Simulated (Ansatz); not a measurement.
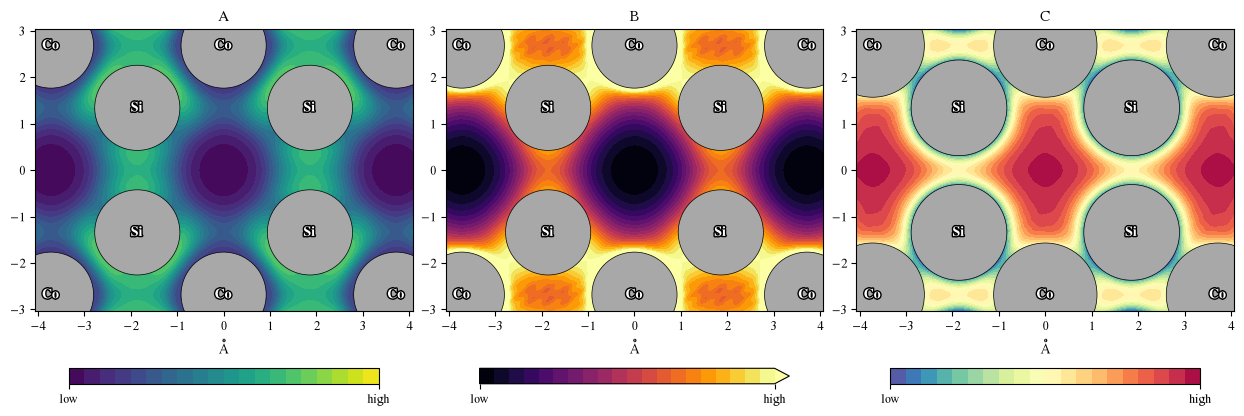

CoSi₂: 3 fields on the (100) plane of the conventional cell, with unlabelled colour scales. Grey discs cover the atomic cores.

Space group I4/mmm; changed on purpose from its base cell (equal xx and yy strain of -2 %, PAW files); computed pressure about 7 GPa in this cell; the program warned that a starting moment wasn't kept; spin-polarised, but the moments vanished.

Method: DFT, PBE, PAW with Ansatz's default frozen-core files, scalar-relativistic (Ansatz).

```
Co Si
1.0
     2.62885   -2.62885    0.00000
     2.62885    2.62885    0.00000
     0.00000    0.00000    5.36500
Co Si
2 4
Direct
  0.00000 0.00000 0.00000
  0.50000 0.50000 0.50000
  0.00000 0.50000 0.25000
  0.50000 0.00000 0.75000
  0.50000 0.00000 0.25000
  0.00000 0.50000 0.75000
```

**Which field does each panel show? The fields are: electron localisation function, electrostatic potential energy of an electron and valence pseudo-density.**

Panel A: electron localisation function. Panel B: valence pseudo-density. Panel C: electrostatic potential energy of an electron (low next to the atoms, rising into the space between them). From the grid: Co–Si (2.29 Å): the density is about 0.52 e/Å³ at the midpoint; the ELF peaks at about 0.75 in the valence shell of Si, 0.9 Å from its nucleus, and is about 0.50 at the midpoint.
